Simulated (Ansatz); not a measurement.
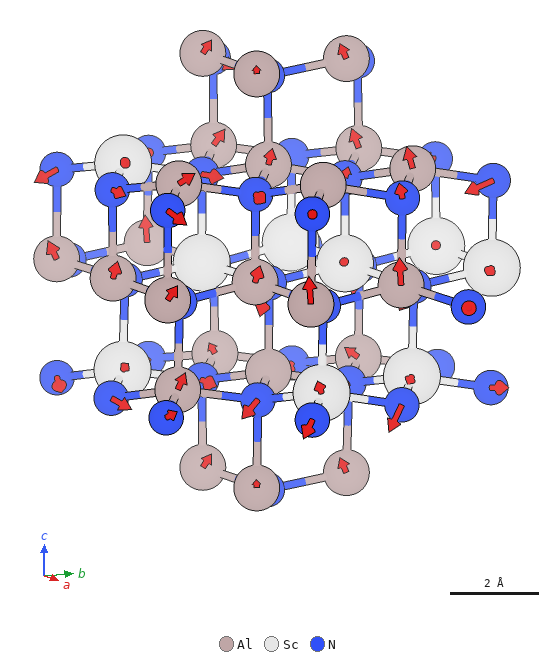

A relaxation of solid Al$_{30}$Sc$_{18}$N$_{48}$ (a generated structure, set up in P1). The starting structure is drawn; red arrows show the displacements (the part carried along by the change of the cell is left out), 3 times their true length.

The picture is a ball-and-stick view of the atoms within 5.8 Å of the atom that moves most (axes of the cell of the calculation), seen slightly off an axis.

Level of theory: DFT, PBEsol, PAW, plane waves (Ansatz). Settings: plane-wave cutoff 420 eV; k-point mesh 1 × 1 × 1; mesh shifted by (0.5, 0.5, 0.5); no spin polarisation; cell relaxed at fixed alpha, beta, gamma; force threshold 0.03 eV/Å; at most 80 steps.

Q: Atoms of which element are displaced furthest, and by how much?

A: Nitrogen: up to 0.33 Å, against 0.24 Å for aluminium.

Q: What did the optimiser do to the structure, and how much energy did it gain?

A: Over 6 accepted moves (9 points after the start) the energy falls by 133 meV per atom. The largest force component goes from 4.6 to 0.0092 eV/Å. The pressure goes from 3.50 to 0.02 GPa. The line search rejected the trial step at point 3 of the run. The SCF was repeated twice at an unchanged geometry on a basis and grid sized afresh for the cell, which shifted the energy by 0.8 meV per atom at most. The largest move relative to the cell is that of an N atom, 0.33 Å roughly along [2 −2 −3]. Largest moves by element: N 0.33 Å, Al 0.24 Å, Sc 0.17 Å. The volume changes by +1.3 %, with a 10.000 → 9.838 Å (−1.6 %), b 11.547 → 11.411 Å (−1.2 %), c 9.564 → 9.967 Å (+4.2 %). Near-neighbour distances that change, for instance: Al–N 2.104 → 1.890 Å, N–Sc 1.869 → 2.067 Å, N–Sc 1.912 → 2.081 Å, N–Sc 1.940 → 2.109 Å. Bond angles that change, for instance: Al–N–Al 98.8° → 116.9°, Al–N–Sc 99.9° → 117.3°, Al–N–Al 100.9° → 116.6°. The space group stays P1 (No. 1). The run took 86 s on 7 threads of Arm Neoverse-V2, peak memory 2.6 GiB.
